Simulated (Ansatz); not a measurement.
**Geometry relaxation, with input and output: PtTe₂ (part 2 of 2)**

Continued. System: PtTe₂ (P-3m1, 3 atoms in the cell). Method: DFT PBE+D3(BJ), scalar-relativistic, plane waves, PAW, no spin polarisation (Ansatz 0.2.0); cutoff 420 eV, 6×6×4 k-mesh, Gaussian smearing of 0.1 eV. The structure derives from an entry of the Crystallography Open Database.

Geometry of the input (Å; fractional positions):
```
4.0100  0.0000  0.0000
-2.0050  3.4728  0.0000
0.0000  0.0000  5.2010
Te 0.3333  0.6667  0.2500
Te 0.6667  0.3333  0.7500
Pt 0.0000  0.0000  0.0000
```

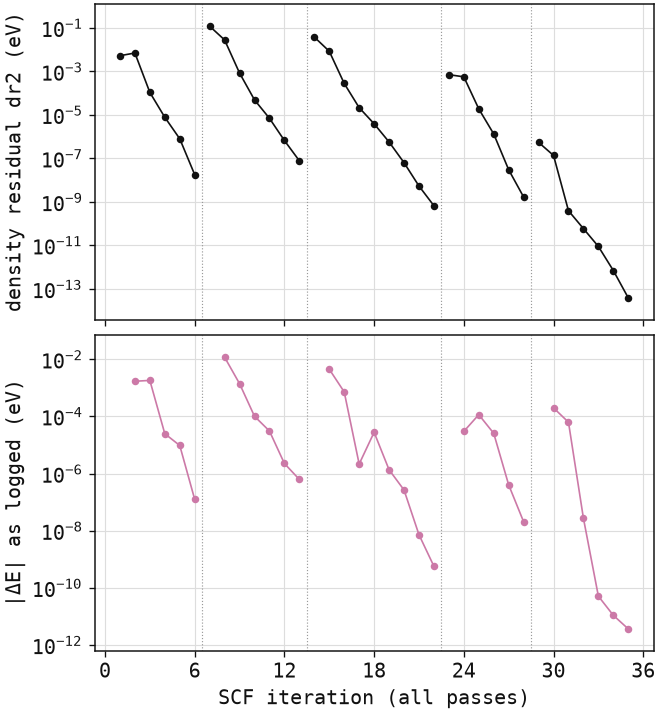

Convergence of the self-consistent field: density residual dr2 and size of the energy change against the SCF iteration. The dotted lines part the SCF passes of the relaxation: geometry steps, rejected trials and re-solves on a re-selected basis. The 5 passes take 6 to 9 iterations each, 35 in all.

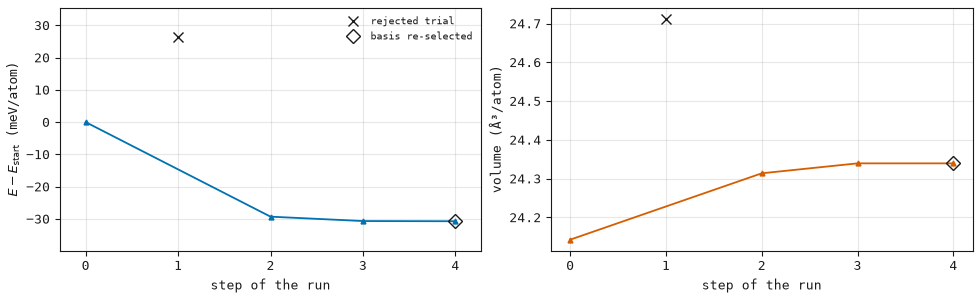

Progress of the relaxation, step by step (the first geometry is step 0 here and step 1 in the log).

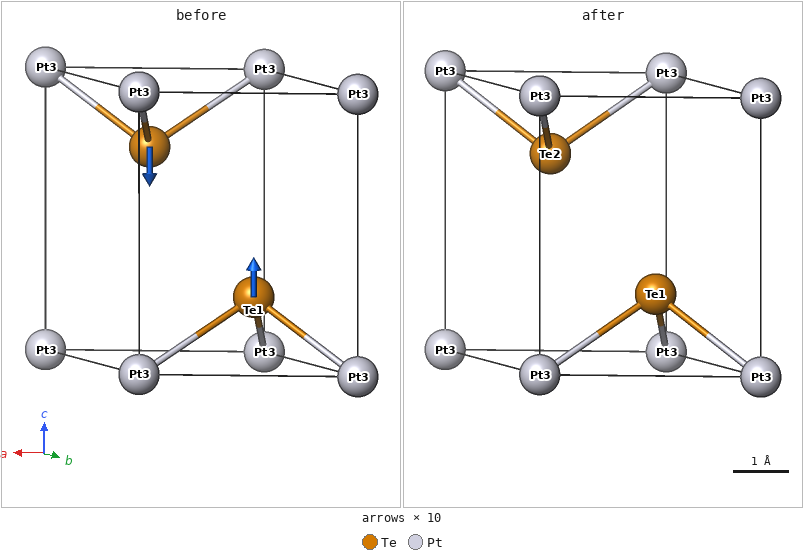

Before (left) and after (right) the relaxation, at one scale (ball-and-stick view of the cell of the calculation, seen at an oblique angle). The blue arrows give the displacements (without the part carried along by the change of the cell), magnified 10 times. The largest moves relative to the cell, 0.074 Å, are those of Te1 and Te2. Pt stays in place. The volume changes by +0.8 %, with a = b 4.010 → 4.053 Å (+1.1 %), c 5.201 → 5.133 Å (−1.3 %). Among the contacts that change: Te1–Pt3 2.655 → 2.705 Å. The space group stays P-3m1 (No. 164). After 3 geometry steps the energy has fallen by 30.7 meV per atom. The largest force component goes from 1.1 to 0.02 eV/Å. The pressure goes from 4.83 to −0.14 GPa. The line search rejected the trial step at point 1 (counted from 0) and went back. A last SCF at the same geometry on a re-selected plane-wave basis shifts the energy by −0.1 meV per atom. (Atoms are counted from 1 in the order of the input.)

```
basis re-selected at this cell: Δ(F+E_penalty+E_count) = -1.793e-4 eV, ΔP = -0.002 GPa vs the last step (what re-selecting the basis moved, of the pressure what is left beyond the Pulay correction that the steps carried, after the strain that the cell walked since its last selection, with what the two solves' SCF thresholds leave and, on support functions, any second-order correction that the steps lacked; it is no measure of the basis error at this ecutwfc). The dense FFT grid was sized anew with the basis: this SCF ran on 30×30×36 points, the steps before it on 27×27×36, so part of this shift can come from that change (see relax.cell in the input reference). This SCF's stress stands 2.05e-1 GPa from its target on what of the cell is left free (relax.cell.stress_tol is 5.00e-1 GPa) and its largest allowed force component is 2.00e-2 eV/Å (relax.f_tol is 5.00e-2 eV/Å): within both
SCF converged after 7 iterations
Free energy (F): -26485.736992 eV
Harris-Foulkes:  -26485.736992 eV  (|F-HF|=7.28e-12)
Internal energy: -26485.733006 eV  (E = F + TS)
E sigma→0 (E₀):  -26485.734999 eV
Entropy (-TS):   -0.003987 eV (-1.329 meV/atom)
Fermi energy:    13.878447 eV
--- Per-component energies (eV) ---
  E_band       = -693.087532
  E_kinetic    = 1001.430928
  E_local      = -4395.202558  (includes V_loc(G=0)·N_el)
  E_nonlocal   = -421.420976
  E_hartree    = 2342.423687
  E_xc         = -511.905460
  E_vxc        = -513.261022  (∫ρ·V_xc dr)
  E_paw        = -18779.278490  (= ΣΔE_a)
  E_vpaw       = -1049.481135  (= ΣTr[D̂ρ^β])
  E_aug_tail   = -0.000148  (compensation charges beyond the density's cutoff)
  E_ewald      = -5720.095936
  E_disp       = -1.684053  (pairwise vdW)
  E_smearing   = -0.003987  (= −TS)
  E_closure    = -0.000000  (closes the sum)
  Σ components = -26485.736992   (vs F -26485.736992, Δ=0.00e0)
--- Forces (eV/Å), atoms counted from 1 ---
  atom   1  Te    -0.00000000     0.00000000     0.01996399
  atom   2  Te     0.00000000    -0.00000000    -0.01996399
  atom   3  Pt     0.00000000     0.00000000     0.00000000
  max |Σ_I F_I| component: 1.16e-18 eV/Å
--- Stress (GPa, compression-positive) ---
       -0.205157      -0.000000      -0.000000
       -0.000000      -0.205157       0.000000
       -0.000000       0.000000      -0.003519
  P = ⅓ Tr σ = -0.1379 GPa (-1.379 kbar)
--- Band table (eV; the first three rows and the last of 24) ---
  k-point 0: bands = ["-85.2187", "-39.4794", "-39.4794", "-39.3923", "-23.7133", "-23.7133", "-23.7011", "-23.6950", "-23.6919", "-23.6919", "-23.6915", "-23.6915", "-23.6848", "-23.6848", "-0.1783", "3.3490", "7.1411", "8.2111", "8.2111", "10.1620", "10.1620", "11.2128", "13.3768", "13.3768", "14.6999", "14.6999", "15.4387", "16.4980", "18.0571", "19.8454"]
  k-point 1: bands = ["-85.2187", "-39.4794", "-39.4794", "-39.3923", "-23.7110", "-23.7110", "-23.7008", "-23.6961", "-23.6961", "-23.6952", "-23.6891", "-23.6891", "-23.6852", "-23.6852", "0.1319", "2.4451", "8.2629", "8.2664", "8.2664", "10.1394", "10.1394", "11.2952", "12.9035", "12.9035", "14.0271", "15.3994", "15.3994", "17.0510", "18.9981", "19.4503"]
  k-point 2: bands = ["-85.2187", "-39.4794", "-39.4794", "-39.3924", "-23.7075", "-23.7075", "-23.7004", "-23.6998", "-23.6998", "-23.6954", "-23.6891", "-23.6891", "-23.6851", "-23.6851", "0.8316", "1.3242", "8.3242", "8.3242", "9.4564", "10.1209", "10.1209", "11.6061", "12.4695", "12.5706", "12.5706", "16.0897", "16.0897", "18.0837", "18.8832", "18.8832"]
  k-point 23: bands = ["-85.2187", "-39.4815", "-39.4815", "-39.3921", "-23.7058", "-23.7055", "-23.7055", "-23.6946", "-23.6904", "-23.6904", "-23.6896", "-23.6896", "-23.6895", "-23.6893", "2.1661", "2.1661", "7.7977", "7.7977", "8.0582", "9.6245", "9.9012", "9.9012", "10.4329", "11.1875", "11.1875", "16.4749", "16.4749", "19.7088", "20.7149", "20.7149"]
--- Relaxed structure (4 steps of the walk, 3 accepted, 1 SCFs on fresh bases) ---
  F+E_penalty+E_count = -26485.73699235 eV   max|allowed force component| = 1.996e-2 eV/Å   (the final SCF, on the basis selected at the relaxed cell)
  cell:  # Å, volume = 73.0183 Å³
    - [4.053022793994884, 1.3895602370807784e-33, 1.0190108405259041e-33]
    - [-2.026511396997442, 3.510020701716953, -3.0969870812574505e-19]
    - [1.9224213580799302e-33, -4.638218920949817e-19, 5.132665905738382]
  atoms:
    - { symbol: Te, position: [0.3333333333333333, 0.6666666666666666, 0.2644490438909696] }
    - { symbol: Te, position: [0.6666666666666666, 0.3333333333333333, 0.7355509561090307] }
    - { symbol: Pt, position: [0.0, 0.0, 0.0] }
```

Trajectory as extended XYZ (Å, eV, eV/Å), 5 frames, from step=1 to step=5
```
3
Lattice="4.0100 0.0000 0.0000 -2.0050 3.4728 0.0000 0.0000 0.0000 5.2010" Properties=species:S:1:pos:R:3:forces:R:3 step=1 energy=-26485.64482 pressure_GPa=4.83
Te    0.0000    2.3152    1.3002    0.0000   0.0000   1.0699
Te    2.0050    1.1576    3.9007    0.0000   0.0000  -1.0699
Pt    0.0000    0.0000    0.0000    0.0000   0.0000   0.0000
3
Lattice="4.0503 0.0000 0.0000 -2.0251 3.5077 0.0000 0.0000 0.0000 5.2184" Properties=species:S:1:pos:R:3:forces:R:3 step=2 energy=-26485.56565 pressure_GPa=-4.80 accepted=F
Te    0.0000    2.3384    1.4999    0.0000   0.0000  -1.1168
Te    2.0251    1.1692    3.7185    0.0000   0.0000   1.1168
Pt    0.0000    0.0000    0.0000    0.0000   0.0000   0.0000
3
Lattice="4.0413 0.0000 0.0000 -2.0207 3.4999 0.0000 0.0000 0.0000 5.1570" Properties=species:S:1:pos:R:3:forces:R:3 step=3 energy=-26485.73273 pressure_GPa=-0.64
Te    0.0000    2.3333    1.3841    0.0000   0.0000  -0.2168
Te    2.0207    1.1666    3.7729    0.0000   0.0000   0.2168
Pt    0.0000    0.0000    0.0000    0.0000   0.0000   0.0000
3
Lattice="4.0530 0.0000 0.0000 -2.0265 3.5100 0.0000 0.0000 0.0000 5.1327" Properties=species:S:1:pos:R:3:forces:R:3 step=4 energy=-26485.73681 pressure_GPa=-0.14
Te    0.0000    2.3400    1.3573    0.0000   0.0000   0.0200
Te    2.0265    1.1700    3.7753    0.0000   0.0000  -0.0200
Pt    0.0000    0.0000    0.0000    0.0000   0.0000   0.0000
3
Lattice="4.0530 0.0000 0.0000 -2.0265 3.5100 0.0000 0.0000 0.0000 5.1327" Properties=species:S:1:pos:R:3:forces:R:3 step=5 energy=-26485.73699 pressure_GPa=-0.14
Te    0.0000    2.3400    1.3573    0.0000   0.0000   0.0200
Te    2.0265    1.1700    3.7753    0.0000   0.0000  -0.0200
Pt    0.0000    0.0000    0.0000    0.0000   0.0000   0.0000
```
